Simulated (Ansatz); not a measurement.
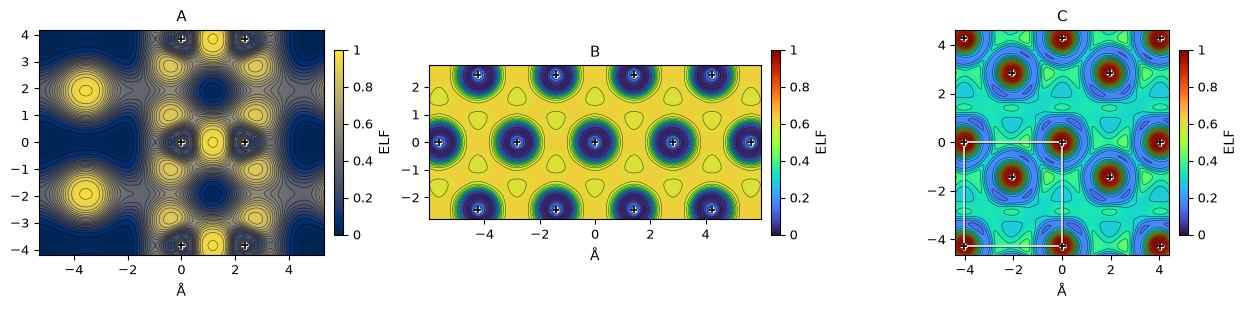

The electron localisation function of 3 systems, each on a plane through atoms (crosses mark nuclei in the plane).

Level of theory: DFT r2SCAN, scalar-relativistic, plane waves, PAW in Ansatz 0.2.0.

System 1: Si, the (11̄0) plane of the conventional cell. Space group P-3m1; not relaxed (largest force 1.5 eV/Å).

```xyz
6
Lattice="2.7155 -2.7155 0.0000 0.0000 2.7155 -2.7155 5.7196 5.7196 5.7196" Properties=species:S:1:pos:R:3 pbc="T T T"
Si    2.0366   -0.6789   -0.6789
Si    5.0407    5.0407    2.3252
Si    2.0366    2.0366    2.0366
Si    3.3944    0.6789    0.6789
Si    6.3985    6.3985    3.6830
Si    3.6830    3.6830    3.6830
```

System 2: Al, the (111) plane of the conventional cell. Space group Fm-3m; computed without spin polarisation.

System 3: Co, the (110) plane of the conventional cell. Space group P-3m1; a structure from a database of computed crystals, not necessarily the ambient phase; spin-polarised.

```yaml
crystal:
  lattice:
    - [2.47301, 0.00000, 0.00000]
    - [-1.23650, 2.14169, 0.00000]
    - [0.00000, 0.00000, 4.03463]
  atoms:
    - { symbol: Co, position: [0.66667, 0.33333, 0.25673] }
    - { symbol: Co, position: [0.33333, 0.66667, 0.74327] }
```

**Match each panel to its system.**

Panel A is system 1, Si: the plane holds Si. Si–Si (2.35 Å): the ELF peaks at about 0.95 between the atoms (a covalent bond). Panel B is system 2, Al: the plane holds Al. Al–Al (2.82 Å): the ELF peaks at about 0.65 between the atoms. Panel C is system 3, Co: the plane holds Co. Co–Co (2.43 Å): the ELF is about 0.30 at the midpoint (no shared electron pair shows on this line).
